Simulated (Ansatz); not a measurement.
```xyz
2
Lattice="2.7735 0.0000 0.0000 0.0000 5.1010 0.0000 0.0000 0.0000 2.6462" Properties=species:S:1:pos:R:3 pbc="T T T"
Ge    1.3868    0.0000    0.0000
Ge    0.0000    2.5505    0.0000
```

Space group Cmmm; a structure from a database of computed crystals, not necessarily the ambient phase.

Theory: DFT r2SCAN, scalar-relativistic, plane waves, PAW in Ansatz 0.2.0.

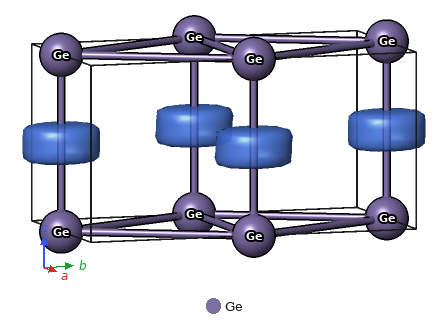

Ge. Isosurface of the ELF at 0.55 (blue), seen slightly off an axis. Core shells and regions of very low density are left out. Sticks mark near contacts.

Question: Describe the localisation domains.

Answer: The ELF exceeds this value in two regions between bonded Ge–Ge atoms, counted in one cell of 2 atoms. Regions shared between cells count once.

Values along the shortest contacts:
Ge–Ge (2.65 Å): the ELF peaks at about 0.70 between the atoms. Ge–Ge (2.77 Å): the ELF reaches about 0.50 near the midpoint.
